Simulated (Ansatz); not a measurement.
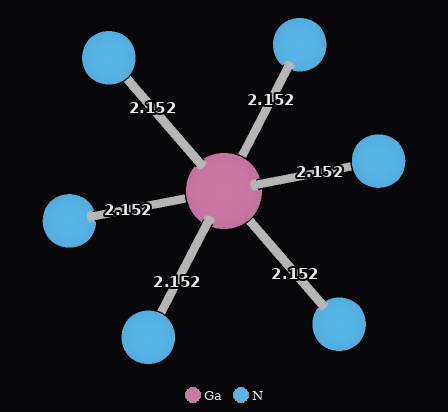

The surroundings of site Ga1 (at 0.000, 0.000, 0.000) in GaN (P6_3/mmc, No. 194), with bond lengths in Å.

Origin of the cell: the end point of a relaxation with DFT, PBE, plane waves, PAW in Ansatz 0.2.0; the starting structure was generated, so it need not be a known form of this composition.

```xyz
4
Lattice="3.0051 0.0000 0.0000 -1.5026 2.6025 0.0000 0.0000 0.0000 5.0955" Properties=species:S:1:pos:R:3 pbc="T T T"
Ga    0.0000    0.0000    0.0000
Ga    0.0000    0.0000    2.5477
N     0.0000    1.7350    1.2739
N     1.5026    0.8675    3.8216
```

Bond valence s = exp((R0 − d)/b), R0 fitted to published crystal structures with b = 0.37 Å; R0 in Å: Ga3+–N 1.897.

Q: Calculate the bond-valence sum of Ga1 from the bonds drawn.

A: 6 × 0.502 = 3.01 v.u., against a formal valence of 3: a close match.

Q: And over the whole structure?

A:
| site | x, y, z | formal valence | bond-valence sum | difference |
| --- | --- | --- | --- | --- |
| Ga1 | 0.000, 0.000, 0.000 | +3 | 3.07 | 0.07 |
| N1 | 0.333, 0.667, 0.250 | −3 | 3.07 | 0.07 |

These sums include all anions within 5 Å. The global instability index (root mean square of the differences over all atoms) is 0.07 v.u.: little strain. Cells relaxed with PBE tend to have slightly long bonds, which lowers the sums.
